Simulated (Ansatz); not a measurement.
## Geometry relaxation, with input and output: CoSi3 (part 1 of 2)

System: CoSi3 (Pm-3n, 8 atoms in the cell).
Method: DFT PBE, scalar-relativistic, plane waves, PAW, no spin polarisation (Ansatz 0.2.0).

The structure was made by swapping elements on the sites of another compound; it need not be a known phase. It belongs to a series of runs on one base structure; here: A15 type (Pm-3n, No. 223). Figures and captions count atoms from 1; the log counts them from 0 in places.

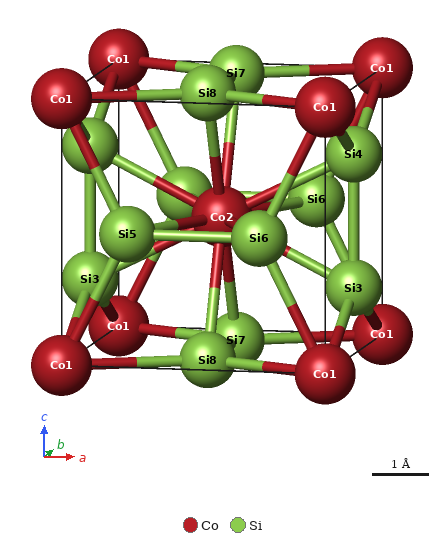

Fig. 1: The input geometry (ball-and-stick view of the cell of the calculation, seen slightly off an axis; atoms are numbered from 1 in the order of the input). Near neighbours in the crystal (not all of them lie inside the picture): Co has 12 Si at 2.71 Å; Si has 4 Co at 2.71 Å and 2 Si at 2.42 Å.

**Key numbers**

```tsv
quantity	value
outcome	converged
space group (tolerance 0.01 Å)	Pm-3n (223)
electrons treated	58
free energy	−14065.5584 eV
Fermi energy	13.786 eV
gap on the k-point mesh	none (metallic)
pressure	−0.02 GPa
final volume	100.34 Å³
largest force (length of the vector) at the end	under 0.001 eV/Å
final cell	a = 4.647 Å, b = 4.647 Å, c = 4.647 Å, α = 90.00°, β = 90.00°, γ = 90.00°
hardware	1 thread of Intel Xeon @ 2.50GHz (Skylake/Cascade Lake), 189 GiB of memory available, shared host
wall time	44 s
peak memory	0.41 GiB
```

**Remarks**

The run has no spin polarisation, so a magnetic state may lie lower.

**Input file**
```yaml
crystal:
  lattice:
    - [4.8400338574, 0.0, 0.0]
    - [0.0, 4.8400338574, 0.0]
    - [0.0, 0.0, 4.8400338574]
  atoms:
    - { symbol: Co, position: [0.0, 0.0, 0.0] }
    - { symbol: Co, position: [0.5, 0.5, 0.5] }
    - { symbol: Si, position: [0.0, 0.5, 0.25] }
    - { symbol: Si, position: [0.0, 0.5, 0.75] }
    - { symbol: Si, position: [0.25, 0.0, 0.5] }
    - { symbol: Si, position: [0.75, 0.0, 0.5] }
    - { symbol: Si, position: [0.5, 0.75, 0.0] }
    - { symbol: Si, position: [0.5, 0.25, 0.0] }
basis:
  ecutwfc: 420
kpoints:
  mp_grid: { grid: [4, 4, 4] }
hamiltonian:
  xc: pbe
scf:
  occupations: { method: gaussian, width: 0.1 }
  lower_state_search: "off"
output:
  forces: true
  stress: true
  eigenvalues: true
relax:
  adjacent_minimum: "off"
  f_tol: 0.04
  max_steps: 70
  cell: { stress_tol: 0.4 }
```

Launch command:
```bash
ansatz run input.yaml --threads 1 --pin off --max-ram 2560MiB --backend cpu --events-out ev --progress --plain --runs-dir out
```

**Log**
```
Engine: ansatz 0.2.0, x86_64-unknown-linux-gnu
Pseudopotentials: kind: paw
Pseudopotential: Co, paw, valence charge 17, recommended cutoff 420 eV (normal), Co.paw.azcp
Pseudopotential: Si, paw, valence charge 4, recommended cutoff 420 eV (normal), Si.paw.azcp
Functional definition: PBE
  parameter kappa = 0.804
  parameter beta = 0.06672455060314922
  exchange = pbe_x(kappa = kappa, mu = beta*pi^2/3)
  correlation = pbe_c(beta = beta)
Crystal: 8 atoms, lattice volume = 113.382 Å³
Basis set: ecut = 420 eV, 2205 PW (Γ), exchange–correlation on 72×72×72 points (8 copies of the dense FFT grid, shifted against one another)
Bands: 37, of which v1, the nominal top of the filled ones, is band 29 counted from 1 (28 counted from 0)
Symmetry: 48 space group operations
Space group: Pm-3n (ITA 223), of the structure as read, at distance tolerance 4.8e-5 Å
k-points: 10 of 64
Non-local potential: Co, projectors of the file, l = 0: 3, l = 1: 2, l = 2: 3, l = 3: 1
Non-local potential: Si, projectors of the file, l = 0: 2, l = 1: 2, l = 2: 2
PAW form: soft (Blöchl's): semilocal exchange-correlation on the pseudo side does not see the compensation charge
PAW one-centre angular grid: Co, 590 points (default); XC on 64 Gauss nodes
PAW one-centre angular grid: Si, 110 points (default); XC on 64 Gauss nodes
Initial density: superposition of atomic densities (neutral atoms: chi_scale 0, normalization atom), corrected by the library's trained network
Initial wavefunctions: pseudopotential atomic-orbital guess
Functional: x = pbe(κ = 0.804, μ = 0.2195149727645171), c = pbe(β = 0.06672455060314922)
SCF iter   1: F=—  HF=-14065.021163 eV  |F-HF|=—  |Δ(HF+E_count)|=         —  Δρ=1.05e-2  dr2=7.05e-2  ethr=1.77e-3  ⟨swp⟩=6.7  Hψ=1644  notcnv=0
preconditioner: auto → Kerker (q_TF=auto, 2.440 Å⁻¹)  [metal: Δε(μ)=0.154 eV  Ē_g=6.075 eV  σ=0.100 eV  W_gap=0.49  n_scr=26 (ndim 8)  ℏωp=22.6 eV  f_vac=0.000  D(μ)=5.13/eV (n_scr^D=32)]
SCF iter   2: F=—  HF=-14065.016129 eV  |F-HF|=—  |Δ(HF+E_count)|=   5.03e-3  Δρ=6.28e-3  dr2=3.25e-2  ethr=1.21e-4  ⟨swp⟩=1.0  Hψ=450  notcnv=0
SCF iter   3: F=—  HF=-14065.013837 eV  |F-HF|=—  |Δ(HF+E_count)|=   2.29e-3  Δρ=2.87e-3  dr2=6.05e-3  ethr=5.61e-5  ⟨swp⟩=2.0  Hψ=388  notcnv=0
SCF iter   4: F=—  HF=-14065.013582 eV  |F-HF|=—  |Δ(HF+E_count)|=   2.55e-4  Δρ=8.03e-4  dr2=4.80e-4  ethr=1.04e-5  ⟨swp⟩=1.1  Hψ=348  notcnv=0
SCF iter   5: F=—  HF=-14065.013573 eV  |F-HF|=—  |Δ(HF+E_count)|=   8.79e-6  Δρ=4.41e-4  dr2=1.63e-4  ethr=8.28e-7  ⟨swp⟩=1.0  Hψ=346  notcnv=0
SCF iter   6: F=—  HF=-14065.013571 eV  |F-HF|=—  |Δ(HF+E_count)|=   2.52e-6  Δρ=5.95e-5  dr2=3.27e-6  ethr=2.81e-7  ⟨swp⟩=1.3  Hψ=360  notcnv=0
SCF iter   7: F=—  HF=-14065.013612 eV  |F-HF|=—  |Δ(HF+E_count)|=   4.14e-5  Δρ=5.11e-6  dr2=2.94e-8  ethr=1.72e-10  ⟨swp⟩=7.4  Hψ=1820  notcnv=0
SCF iter   8: F=-14065.013612 eV  HF=-14065.013612 eV  |F-HF|=7.06e-10  |Δ(HF+E_count)|=   3.33e-9  Δρ=1.03e-6  dr2=1.13e-9  ethr=5.07e-11  ⟨swp⟩=2.0  Hψ=1072  notcnv=0
SCF 1 converged in 8 iterations: F = -14065.013612 eV  dr2 = 1.13e-9
  greatest PAW one-centre occupation: 1.001 electrons in one spin orbital (limit 2), on the Co atom at site 0 (counted from 0), in its partial waves of l = 1
relax step   1: F+E_penalty+E_count = -14065.01361227 eV  Δ(F+E_penalty+E_count) = +0.000e0 eV  max|allowed force component| = 8.616e-17 eV/Å  Δτ_max = 0.0000 Å  P = -11.741 GPa  Ω = 113.382 Å³  (8 SCF iters, dr2 threshold 1.00e-7 eV, accepted)
Crystal: 8 atoms, lattice volume = 103.581 Å³
Basis set: ecut = 420 eV, 2007 PW (Γ), exchange–correlation on 72×72×72 points (8 copies of the dense FFT grid, shifted against one another)
Initial density: handed on by an earlier stage of this run
Initial wavefunctions: those handed on with the density
iter 1 solved again at ethr=7.52e-5 eV; its pass at ethr=3.10e-3 eV (dr2=4.36e-2 eV) is discarded
SCF iter   1: F=—  HF=-14065.533292 eV  |F-HF|=—  |Δ(HF+E_count)|=         —  Δρ=8.42e-3  dr2=4.69e-2  ethr=7.52e-5  ⟨swp⟩=1.2  Hψ=1961  notcnv=0
preconditioner: auto → Resta (q_TF=auto, 2.477 Å⁻¹)  ε∞=13.9  [insulator: Δε(μ)=0.143 eV  Ē_g=6.586 eV  σ=0.100 eV  W_gap=0.57  n_scr=26 (ndim 8)  ℏωp=23.6 eV  f_vac=0.000  D(μ)=3.36/eV (n_scr^D=26)  ε∞_Penn≈13.9]
SCF iter   2: F=—  HF=-14065.523390 eV  |F-HF|=—  |Δ(HF+E_count)|=   9.90e-3  Δρ=3.16e-3  dr2=9.49e-3  ethr=7.52e-5  ⟨swp⟩=1.4  Hψ=379  notcnv=0
SCF iter   3: F=—  HF=-14065.519677 eV  |F-HF|=—  |Δ(HF+E_count)|=   3.71e-3  Δρ=9.36e-4  dr2=1.08e-3  ethr=1.64e-5  ⟨swp⟩=2.0  Hψ=562  notcnv=0
SCF iter   4: F=—  HF=-14065.519270 eV  |F-HF|=—  |Δ(HF+E_count)|=   4.07e-4  Δρ=1.99e-4  dr2=3.37e-5  ethr=1.86e-6  ⟨swp⟩=2.2  Hψ=586  notcnv=0
SCF iter   5: F=—  HF=-14065.519318 eV  |F-HF|=—  |Δ(HF+E_count)|=   4.78e-5  Δρ=5.77e-5  dr2=2.45e-6  ethr=5.82e-8  ⟨swp⟩=2.1  Hψ=467  notcnv=0
SCF iter   6: F=-14065.519318 eV  HF=-14065.519318 eV  |F-HF|=1.73e-8  |Δ(HF+E_count)|=   3.33e-9  Δρ=4.25e-6  dr2=1.13e-8  ethr=1.38e-9  ⟨swp⟩=6.1  Hψ=1500  notcnv=0
SCF 2 converged in 6 iterations: F = -14065.519318 eV  dr2 = 1.13e-8
relax step   2: F+E_penalty+E_count = -14065.51931755 eV  Δ(F+E_penalty+E_count) = -5.057e-1 eV  max|allowed force component| = 1.399e-16 eV/Å  Δτ_max = 0.0000 Å  P = -3.928 GPa  Ω = 103.581 Å³  energy of the carried Pulay correction = +2.837e-3 eV  (6 SCF iters, dr2 threshold 8.00e-7 eV, accepted)
Crystal: 8 atoms, lattice volume = 99.271 Å³
Basis set: ecut = 420 eV, 1935 PW (Γ), exchange–correlation on 72×72×72 points (8 copies of the dense FFT grid, shifted against one another)
iter 1 solved again at ethr=1.83e-5 eV; its pass at ethr=3.10e-3 eV (dr2=1.06e-2 eV) is discarded
SCF iter   1: F=—  HF=-14065.560401 eV  |F-HF|=—  |Δ(HF+E_count)|=         —  Δρ=4.32e-3  dr2=1.20e-2  ethr=1.83e-5  ⟨swp⟩=1.5  Hψ=1848  notcnv=0
preconditioner: auto → Resta (q_TF=auto, 2.495 Å⁻¹)  ε∞=13.5  [insulator: Δε(μ)=0.147 eV  Ē_g=6.829 eV  σ=0.100 eV  W_gap=0.60  n_scr=26 (ndim 8)  ℏωp=24.2 eV  f_vac=0.000  D(μ)=2.78/eV (n_scr^D=18)  ε∞_Penn≈13.5]
SCF iter   2: F=—  HF=-14065.557983 eV  |F-HF|=—  |Δ(HF+E_count)|=   2.42e-3  Δρ=1.55e-3  dr2=2.11e-3  ethr=1.83e-5  ⟨swp⟩=1.5  Hψ=383  notcnv=0
SCF iter   3: F=—  HF=-14065.557153 eV  |F-HF|=—  |Δ(HF+E_count)|=   8.30e-4  Δρ=4.72e-4  dr2=2.53e-4  ethr=3.64e-6  ⟨swp⟩=2.1  Hψ=581  notcnv=0
SCF iter   4: F=—  HF=-14065.557097 eV  |F-HF|=—  |Δ(HF+E_count)|=   5.62e-5  Δρ=1.14e-4  dr2=1.10e-5  ethr=4.36e-7  ⟨swp⟩=2.5  Hψ=642  notcnv=0
iter 5 did not close the SCF: its close was put off for the readings that it lacked (scf_convergence_deferred on its scf_iter line)
SCF iter   5: F=-14065.557097 eV  HF=-14065.557097 eV  |F-HF|=1.76e-7  |Δ(HF+E_count)|=   1.27e-7  Δρ=3.28e-5  dr2=6.67e-7  ethr=1.89e-8  ⟨swp⟩=2.1  Hψ=482  notcnv=0
SCF iter   6: F=-14065.557097 eV  HF=-14065.557097 eV  |F-HF|=1.23e-9  |Δ(HF+E_count)|=   3.00e-8  Δρ=2.68e-6  dr2=3.51e-9  ethr=1.15e-9  ⟨swp⟩=3.3  Hψ=1197  notcnv=0
SCF 3 converged in 6 iterations: F = -14065.557097 eV  dr2 = 3.51e-9
  greatest PAW one-centre occupation: 1.001 electrons in one spin orbital (limit 2), on the Co atom at site 1 (counted from 0), in its partial waves of l = 1
relax step   3: F+E_penalty+E_count = -14065.55709698 eV  Δ(F+E_penalty+E_count) = -3.778e-2 eV  max|allowed force component| = 9.599e-17 eV/Å  Δτ_max = 0.0000 Å  P = +1.474 GPa  Ω = 99.271 Å³  energy of the carried Pulay correction = +4.168e-3 eV  (6 SCF iters, dr2 threshold 8.00e-7 eV, accepted)
Crystal: 8 atoms, lattice volume = 100.336 Å³
iter 1 solved again at ethr=1.02e-6 eV; its pass at ethr=3.10e-3 eV (dr2=5.92e-4 eV) is discarded
SCF iter   1: F=—  HF=-14065.561783 eV  |F-HF|=—  |Δ(HF+E_count)|=         —  Δρ=1.15e-3  dr2=8.65e-4  ethr=1.02e-6  ⟨swp⟩=2.1  Hψ=1780  notcnv=0
preconditioner: auto → Resta (q_TF=auto, 2.490 Å⁻¹)  ε∞=13.6  [insulator: Δε(μ)=0.143 eV  Ē_g=6.763 eV  σ=0.100 eV  W_gap=0.59  n_scr=26 (ndim 8)  ℏωp=24.0 eV  f_vac=0.000  D(μ)=2.85/eV (n_scr^D=18)  ε∞_Penn≈13.6]
SCF iter   2: F=—  HF=-14065.561620 eV  |F-HF|=—  |Δ(HF+E_count)|=   1.64e-4  Δρ=3.93e-4  dr2=1.37e-4  ethr=1.02e-6  ⟨swp⟩=2.1  Hψ=423  notcnv=0
SCF iter   3: F=—  HF=-14065.561599 eV  |F-HF|=—  |Δ(HF+E_count)|=   2.10e-5  Δρ=1.24e-4  dr2=1.73e-5  ethr=2.35e-7  ⟨swp⟩=2.0  Hψ=580  notcnv=0
SCF iter   4: F=—  HF=-14065.561592 eV  |F-HF|=—  |Δ(HF+E_count)|=   6.66e-6  Δρ=4.23e-5  dr2=1.43e-6  ethr=2.98e-8  ⟨swp⟩=2.3  Hψ=620  notcnv=0
iter 5 did not close the SCF: its close was put off for the readings that it lacked (scf_convergence_deferred on its scf_iter line)
SCF iter   5: F=-14065.561592 eV  HF=-14065.561592 eV  |F-HF|=1.51e-9  |Δ(HF+E_count)|=   4.81e-8  Δρ=6.52e-6  dr2=2.67e-8  ethr=2.47e-9  ⟨swp⟩=2.0  Hψ=438  notcnv=0
SCF iter   6: F=-14065.561592 eV  HF=-14065.561592 eV  |F-HF|=1.46e-11  |Δ(HF+E_count)|=   2.58e-9  Δρ=5.82e-7  dr2=1.82e-10  ethr=4.60e-11  ⟨swp⟩=1.3  Hψ=1020  notcnv=0
SCF 4 converged in 6 iterations: F = -14065.561592 eV  dr2 = 1.82e-10
relax step   4: F+E_penalty+E_count = -14065.56159199 eV  Δ(F+E_penalty+E_count) = -4.495e-3 eV  max|allowed force component| = 1.486e-16 eV/Å  Δτ_max = 0.0000 Å  P = -0.005 GPa  Ω = 100.336 Å³  energy of the carried Pulay correction = +3.834e-3 eV  (6 SCF iters, dr2 threshold 8.00e-7 eV, accepted)
Basis set: ecut = 420 eV, 1935 PW (Γ), exchange–correlation on 64×64×64 points (8 copies of the dense FFT grid, shifted against one another)
Initial wavefunctions: pseudopotential atomic-orbital guess (no wavefunctions were taken with the density)
iter 1 solved again at ethr=1.23e-5 eV; its pass at ethr=3.10e-3 eV (dr2=7.15e-3 eV) is discarded
SCF iter   1: F=—  HF=-14065.558534 eV  |F-HF|=—  |Δ(HF+E_count)|=         —  Δρ=3.64e-4  dr2=1.42e-5  ethr=1.23e-5  ⟨swp⟩=2.1  Hψ=2252  notcnv=0
eigensolver tolerance schedule: the retry pair's looser diagonalisation over-reported the residual by 501.37 of it (diagonalisation noise at an unbounded share of the residual, at the tolerance the schedule requests for it); recorded, not acted on — ethr = c·dr2/N_el stays at c = 1.0e-1
preconditioner: auto → Resta (q_TF=auto, 2.490 Å⁻¹)  ε∞=13.6  [insulator: Δε(μ)=0.144 eV  Ē_g=6.764 eV  σ=0.100 eV  W_gap=0.59  n_scr=26 (ndim 8)  ℏωp=24.0 eV  f_vac=0.000  D(μ)=2.85/eV (n_scr^D=18)  ε∞_Penn≈13.6]
SCF iter   2: F=—  HF=-14065.558392 eV  |F-HF|=—  |Δ(HF+E_count)|=   1.42e-4  Δρ=1.67e-4  dr2=3.86e-6  ethr=2.45e-8  ⟨swp⟩=2.1  Hψ=663  notcnv=0
SCF iter   3: F=—  HF=-14065.558403 eV  |F-HF|=—  |Δ(HF+E_count)|=   1.16e-5  Δρ=4.29e-5  dr2=2.07e-7  ethr=6.66e-9  ⟨swp⟩=1.4  Hψ=452  notcnv=0
SCF iter   4: F=—  HF=-14065.558403 eV  |F-HF|=—  |Δ(HF+E_count)|=   4.20e-8  Δρ=8.51e-6  dr2=5.65e-8  ethr=3.57e-10  ⟨swp⟩=2.0  Hψ=589  notcnv=0
iter 5 did not close the SCF: its close was put off for the readings that it lacked (scf_convergence_deferred on its scf_iter line)
SCF iter   5: F=-14065.558403 eV  HF=-14065.558403 eV  |F-HF|=3.82e-10  |Δ(HF+E_count)|=   4.35e-9  Δρ=6.92e-7  dr2=1.57e-10  ethr=9.74e-11  ⟨swp⟩=1.3  Hψ=381  notcnv=0
SCF iter   6: F=-14065.558403 eV  HF=-14065.558403 eV  |F-HF|=2.91e-11  |Δ(HF+E_count)|=  9.82e-11  Δρ=1.77e-7  dr2=3.47e-11  ethr=1.00e-12  ⟨swp⟩=1.8  Hψ=1119  notcnv=0
SCF 5 converged in 6 iterations: F = -14065.558403 eV  dr2 = 3.47e-11
  greatest PAW one-centre occupation: 1.000 electrons in one spin orbital (limit 2), on the Co atom at site 0 (counted from 0), in its partial waves of l = 1
relax step   5: F+E_penalty+E_count = -14065.55840340 eV  Δ(F+E_penalty+E_count) = +3.189e-3 eV  max|allowed force component| = 1.200e-16 eV/Å  Δτ_max = 0.0000 Å  P = -0.016 GPa  Ω = 100.336 Å³  stress off target by 1.63e-2 GPa  SCF on the basis re-selected at this cell (its energy is not comparable with the rows above)  (6 SCF iters)
```

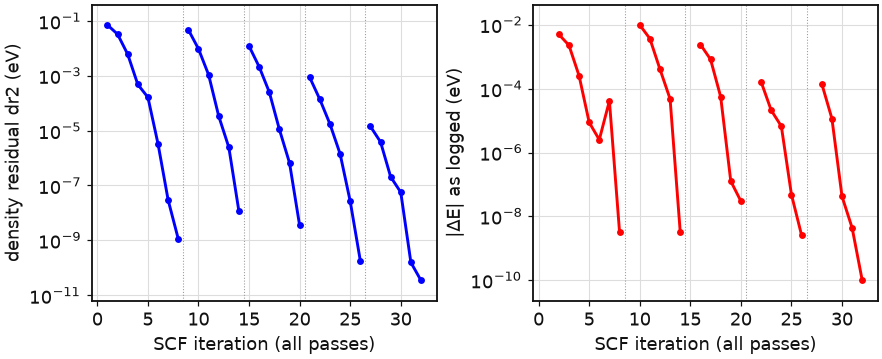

Fig. 2: Convergence of the self-consistent field: density residual dr2 and size of the energy change against the SCF iteration. The dotted lines part the SCF passes of the relaxation: geometry steps, rejected trials and re-solves on a re-selected basis. The 5 passes take 6 to 8 iterations each, 32 in all.
